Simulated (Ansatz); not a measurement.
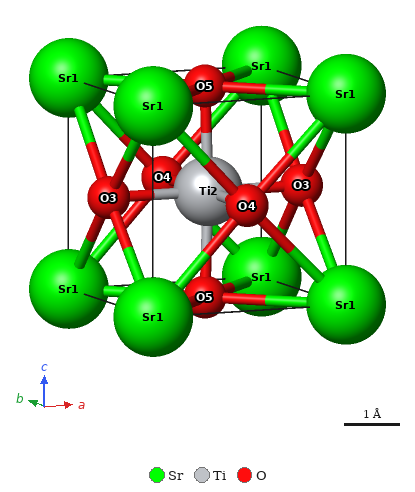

Fig. 1: The structure as given in the input (ball-and-stick view of the cell of the calculation, seen slightly off an axis; atoms are numbered from 1 in the order of the input). An atom can appear more than once, as a periodic image.

# What a change does: single-point calculation on SrTiO$_{3}$

System: SrTiO$_{3}$ (Pmm2, 5 atoms in the cell).
Method of the first run: DFT PBEsol, scalar-relativistic, plane waves, PAW, PAW set soft_1, no spin polarisation (Ansatz 0.2.0).

The structure derives from an entry of the Crystallography Open Database. Text and figures count atoms from 1; the logs count them from 0 in places.

**The input, the first run**
```yaml
crystal:
  lattice:
    - [3.8396261655, 0.0, 0.0]
    - [0.0, 3.8396261655, 0.0]
    - [0.0, 0.0, 3.89138154]
  atoms:
    - { symbol: Sr, position: [0.0024043448, 0.0, 0.0] }
    - { symbol: Ti, position: [0.505935415, 0.5, 0.5] }
    - { symbol: O, position: [-0.0096992381, 0.5, 0.5] }
    - { symbol: O, position: [0.4893868027, 0.0, 0.5] }
    - { symbol: O, position: [0.4893868027, 0.5, 0.0] }
basis:
  ecutwfc: 520.0
kpoints:
  mp_grid: { grid: [8, 8, 8] }
hamiltonian:
  xc: pbesol
  pseudopotentials: { kind: paw, azcp: { folder: soft_1 } }
scf:
  occupations: { method: gaussian, width: 0.05 }
output:
  forces: true
  stress: true
  eigenvalues: true
```

Launched with:
```bash
ansatz run input.yaml --threads 2 --pin off --max-ram 4096MiB --backend cpu --events-out ev --progress --plain --runs-dir out
```

Hardware: 2 threads of Arm Neoverse N1, 98 GiB of memory available, shared host.

**Output, shortened to warnings, some set-up lines, iterations and results (the first run)**
```
Warning: [file] the record states the generating functional pbe (its physics header spells it `PBE`), which answers neither for hamiltonian.xc's functional nor for the pbesol family's — results may be inconsistent (PPs are generated against a specific XC)
Warning: [file] the record states the generating functional pbe (its physics header spells it `PBE`), which answers neither for hamiltonian.xc's functional nor for the pbesol family's — results may be inconsistent (PPs are generated against a specific XC)
Warning: [file] the record states the generating functional pbe (its physics header spells it `PBE`), which answers neither for hamiltonian.xc's functional nor for the pbesol family's — results may be inconsistent (PPs are generated against a specific XC)
Basis set: ecut = 520 eV, 1527 PW (Γ), exchange–correlation on 60×60×60 points (8 copies of the dense FFT grid, shifted against one another)
Symmetry: 4 space group operations
k-points: 125 of 512 (time reversal used)
Initial density: superposition of atomic densities (chi_scale 0.1, normalization cell, long waves kept (reshape's long-wave potential 0.00 eV rms))
[...]
SCF iter   1: F=—  HF=-7657.441555 eV  |F-HF|=—  |Δ(HF+E_count)|=         —  Δρ=5.18e-2  dr2=1.29e0  ethr=3.10e-3  ⟨swp⟩=7.8  Hψ=16452  notcnv=0
SCF iter   2: F=—  HF=-7657.301912 eV  |F-HF|=—  |Δ(HF+E_count)|=   1.40e-1  Δρ=2.80e-2  dr2=4.64e-1  ethr=3.10e-3  ⟨swp⟩=2.2  Hψ=4647  notcnv=0  defer=125
SCF iter   3: F=—  HF=-7657.247669 eV  |F-HF|=—  |Δ(HF+E_count)|=   5.42e-2  Δρ=6.75e-3  dr2=1.52e-2  ethr=1.16e-3  ⟨swp⟩=2.4  Hψ=6287  notcnv=0  defer=125
SCF iter   4: F=—  HF=-7657.249926 eV  |F-HF|=—  |Δ(HF+E_count)|=   2.26e-3  Δρ=2.36e-3  dr2=1.88e-3  ethr=3.80e-5  ⟨swp⟩=2.3  Hψ=4957  notcnv=0  defer=125
SCF iter   5: F=—  HF=-7657.250617 eV  |F-HF|=—  |Δ(HF+E_count)|=   6.91e-4  Δρ=3.26e-4  dr2=5.47e-5  ethr=4.71e-6  ⟨swp⟩=2.2  Hψ=5233  notcnv=0  defer=125
SCF iter   6: F=—  HF=-7657.250790 eV  |F-HF|=—  |Δ(HF+E_count)|=   1.73e-4  Δρ=7.85e-5  dr2=3.99e-6  ethr=1.37e-7  ⟨swp⟩=2.1  Hψ=5123  notcnv=0  defer=125
SCF iter   7: F=—  HF=-7657.250792 eV  |F-HF|=—  |Δ(HF+E_count)|=   2.29e-6  Δρ=1.92e-5  dr2=2.45e-7  ethr=9.98e-9  ⟨swp⟩=2.5  Hψ=5062  notcnv=0  defer=125
SCF iter   8: F=-7657.250792 eV  HF=-7657.250792 eV  |F-HF|=1.64e-8  |Δ(HF+E_count)|=   3.36e-8  Δρ=7.82e-6  dr2=2.98e-8  ethr=2.50e-10  ⟨swp⟩=12.0  Hψ=17253  notcnv=0
SCF 1 converged in 8 iterations: F = -7657.250792 eV  dr2 = 2.98e-8
SCF converged after 8 iterations
Free energy (F): -7657.250792 eV
Harris-Foulkes:  -7657.250792 eV  (|F-HF|=1.64e-8)
Internal energy: -7657.250792 eV  (E = F + TS)
E sigma→0 (E₀):  -7657.250792 eV
Fermi energy:    11.315105 eV
--- Per-component energies (eV) ---
  E_band       = -187.741804
  E_kinetic    = 1023.028418
  E_local      = -2406.972749  (includes V_loc(G=0)·N_el)
  E_nonlocal   = 451.530970
  E_hartree    = 833.388260
  E_xc         = -505.597913
  E_vxc        = -578.584581  (∫ρ·V_xc dr)
  E_paw        = -4126.299021  (= ΣΔE_a)
  E_vpaw       = -343.517981  (= ΣTr[D̂ρ^β])
  E_aug_tail   = 0.000620  (compensation charges beyond the density's cutoff)
  E_ewald      = -2926.708974
  E_core_change = 0.379596  (= ΣΔE_core)
  E_smearing   = -0.000000  (= −TS)
  E_closure    = -0.000000  (closes the sum)
  Σ components = -7657.250792   (vs F -7657.250792, Δ=0.00e0)
--- Forces (eV/Å), atoms counted from 1 ---
  atom   1  Sr    -0.00025245     0.00000000     0.00000000
  atom   2  Ti    -0.14530077     0.00000000     0.00000000
  atom   3  O      0.17711042     0.00000000     0.00000000
  atom   4  O     -0.03337545     0.00000000     0.00000000
  atom   5  O      0.00181728     0.00000000     0.00000000
  max |Σ_I F_I| component: 9.71e-7 eV/Å
--- Stress (GPa, compression-positive) ---
        7.396894       0.000000       0.000000
        0.000000       6.535216       0.000000
        0.000000       0.000000       2.910890
  P = ⅓ Tr σ = 5.6143 GPa (56.143 kbar)
```

For the second run the input was changed thus:
```diff
-    - [3.8396261655, 0.0, 0.0]
-    - [0.0, 3.8396261655, 0.0]
+    - [3.9952814271, 0.0, 0.0]
+    - [0.0, 3.9952814271, 0.0]
```

Predict how the results change.

With the same functional and potentials, the second run lies 13.5 meV per atom higher. The gap on the mesh goes from 1.91 to 1.77 eV. The pressure goes from 5.61 to −8.35 GPa. The largest force goes from 0.177 to 0.228 eV/Å. The volume per atom goes from 11.47 to 12.42 Å³. The number of SCF iterations is the same. The plane waves at Γ go from 1527 to 1695.

**Output, shortened to warnings, some set-up lines, iterations and results (the second run)**
```
Warning: [file] the record states the generating functional pbe (its physics header spells it `PBE`), which answers neither for hamiltonian.xc's functional nor for the pbesol family's — results may be inconsistent (PPs are generated against a specific XC)
Warning: [file] the record states the generating functional pbe (its physics header spells it `PBE`), which answers neither for hamiltonian.xc's functional nor for the pbesol family's — results may be inconsistent (PPs are generated against a specific XC)
Warning: [file] the record states the generating functional pbe (its physics header spells it `PBE`), which answers neither for hamiltonian.xc's functional nor for the pbesol family's — results may be inconsistent (PPs are generated against a specific XC)
Basis set: ecut = 520 eV, 1695 PW (Γ), exchange–correlation on 60×60×60 points (8 copies of the dense FFT grid, shifted against one another)
Symmetry: 4 space group operations
k-points: 125 of 512 (time reversal used)
Initial density: superposition of atomic densities (chi_scale 0.1, normalization cell, long waves kept (reshape's long-wave potential 0.00 eV rms))
[...]
SCF iter   1: F=—  HF=-7657.449197 eV  |F-HF|=—  |Δ(HF+E_count)|=         —  Δρ=5.38e-2  dr2=1.49e0  ethr=3.10e-3  ⟨swp⟩=7.8  Hψ=16516  notcnv=0
SCF iter   2: F=—  HF=-7657.238267 eV  |F-HF|=—  |Δ(HF+E_count)|=   2.11e-1  Δρ=2.64e-2  dr2=4.87e-1  ethr=3.10e-3  ⟨swp⟩=3.0  Hψ=6389  notcnv=0  defer=125
SCF iter   3: F=—  HF=-7657.181767 eV  |F-HF|=—  |Δ(HF+E_count)|=   5.65e-2  Δρ=7.72e-3  dr2=3.08e-2  ethr=1.22e-3  ⟨swp⟩=2.2  Hψ=6003  notcnv=0  defer=125
SCF iter   4: F=—  HF=-7657.182371 eV  |F-HF|=—  |Δ(HF+E_count)|=   6.04e-4  Δρ=2.34e-3  dr2=2.05e-3  ethr=7.71e-5  ⟨swp⟩=2.2  Hψ=5083  notcnv=0  defer=125
SCF iter   5: F=—  HF=-7657.183245 eV  |F-HF|=—  |Δ(HF+E_count)|=   8.74e-4  Δρ=3.09e-4  dr2=5.48e-5  ethr=5.12e-6  ⟨swp⟩=2.0  Hψ=5827  notcnv=0  defer=125
SCF iter   6: F=—  HF=-7657.183362 eV  |F-HF|=—  |Δ(HF+E_count)|=   1.17e-4  Δρ=9.17e-5  dr2=6.17e-6  ethr=1.37e-7  ⟨swp⟩=2.0  Hψ=5311  notcnv=0  defer=125
SCF iter   7: F=—  HF=-7657.183364 eV  |F-HF|=—  |Δ(HF+E_count)|=   1.57e-6  Δρ=2.66e-5  dr2=4.61e-7  ethr=1.54e-8  ⟨swp⟩=2.0  Hψ=4191  notcnv=0  defer=125
SCF iter   8: F=-7657.183364 eV  HF=-7657.183364 eV  |F-HF|=3.59e-8  |Δ(HF+E_count)|=   4.12e-8  Δρ=1.12e-5  dr2=6.16e-8  ethr=2.50e-10  ⟨swp⟩=12.1  Hψ=17020  notcnv=0
SCF 1 converged in 8 iterations: F = -7657.183364 eV  dr2 = 6.16e-8
SCF converged after 8 iterations
Free energy (F): -7657.183364 eV
Harris-Foulkes:  -7657.183364 eV  (|F-HF|=3.59e-8)
Internal energy: -7657.183364 eV  (E = F + TS)
E sigma→0 (E₀):  -7657.183364 eV
Fermi energy:    10.151106 eV
--- Per-component energies (eV) ---
  E_band       = -232.571501
  E_kinetic    = 1013.991876
  E_local      = -2507.683969  (includes V_loc(G=0)·N_el)
  E_nonlocal   = 450.029728
  E_hartree    = 863.725732
  E_xc         = -503.060073
  E_vxc        = -575.172254  (∫ρ·V_xc dr)
  E_paw        = -4124.647280  (= ΣΔE_a)
  E_vpaw       = -341.188832  (= ΣTr[D̂ρ^β])
  E_aug_tail   = 0.000593  (compensation charges beyond the density's cutoff)
  E_ewald      = -2849.919567
  E_core_change = 0.379596  (= ΣΔE_core)
  E_smearing   = -0.000000  (= −TS)
  E_closure    = -0.000000  (closes the sum)
  Σ components = -7657.183364   (vs F -7657.183364, Δ=0.00e0)
--- Forces (eV/Å), atoms counted from 1 ---
  atom   1  Sr     0.05163623     0.00000000     0.00000000
  atom   2  Ti     0.16178225     0.00000000     0.00000000
  atom   3  O     -0.22832480     0.00000000     0.00000000
  atom   4  O      0.03178171     0.00000000     0.00000000
  atom   5  O     -0.01687415     0.00000000     0.00000000
  max |Σ_I F_I| component: 1.24e-6 eV/Å
--- Stress (GPa, compression-positive) ---
       -9.749128       0.000000       0.000000
        0.000000     -10.291359       0.000000
        0.000000       0.000000      -5.016444
  P = ⅓ Tr σ = -8.3523 GPa (-83.523 kbar)
```

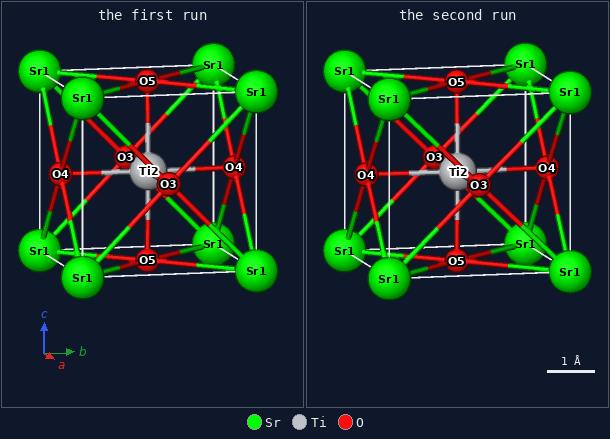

Fig. 2: The two input geometries at one scale (ball-and-stick view of the cell of the calculation, seen slightly off an axis). The atoms keep their places relative to the cell (all moves are under 0.005 Å). Cell: a = b 3.840 → 3.995 Å (+4.1 %), c stays at 3.891 Å. Volume +8.3 %. Among the contacts that change: Sr1–O5 2.751 → 2.862 Å, Ti2–O3 1.980 → 2.060 Å, Ti2–O4 1.921 → 1.999 Å, Sr1–O4 2.769 → 2.826 Å.

**The two runs side by side**

```csv
quantity,the first run,the second run
outcome,converged,converged
free energy per atom (eV),−1531.4502,−1531.4367
gap on the mesh (eV),1.91,1.77
pressure (GPa),5.61,−8.35
volume per atom (Å³),11.47,12.42
largest force (eV/Å),0.177,0.228
SCF iterations,8,8
irreducible k-points,125,125
plane waves at Γ,1527,1695
wall time (shared host),23 s,25 s
```

For both runs: Warnings: the PAW datasets were made with another functional.
